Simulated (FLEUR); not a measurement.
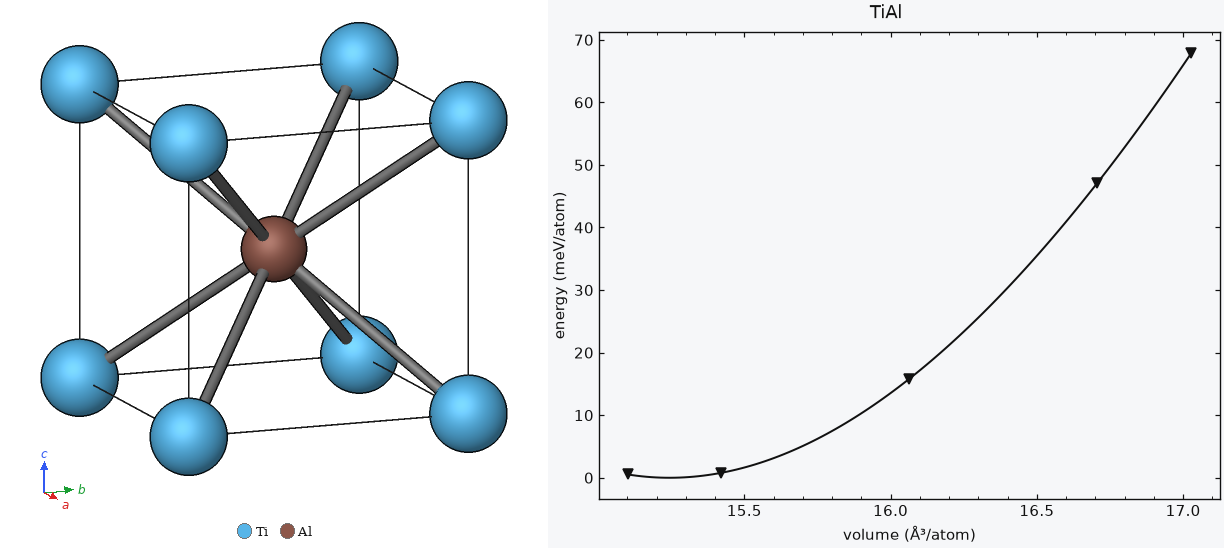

Plotted: energy against volume for TiAl, space group Pm-3m (No. 221). The conventional cell is drawn beside the plot.

Starting cell:
```xyz
2
Lattice="3.1791 0.0000 0.0000 0.0000 3.1791 0.0000 0.0000 0.0000 3.1791" Properties=species:S:1:pos:R:3 pbc="T T T"
Ti    0.0000    0.0000    0.0000
Al    1.5895    1.5895    1.5895
```

Computed with FLEUR MaX-R8.1 (later development tree): all-electron LAPW DFT, no spin polarisation; energies at scaled volumes of the given cell, shape and fractions fixed, counted from the fit's minimum, third-order Birch-Murnaghan fit. Level: LDA.

- k mesh: 8×8×8
- occupations: Fermi–Dirac
- smearing width: 0.05 eV
- potentials: all electron
- program settings: basis FLAPW, kmax 4.47 1/bohr

**What equilibrium volume and bulk modulus follow from the curve?**

A third-order Birch–Murnaghan fit gives V0 = 15.24 Å³/atom, B0 = 126 GPa and B′ = 4.0.

The computed values:

```
volume (Å³/atom)  energy (meV/atom)
           15.10               0.54
           15.42               0.80
           16.06              15.83
           16.71              47.14
           17.03              67.89
```
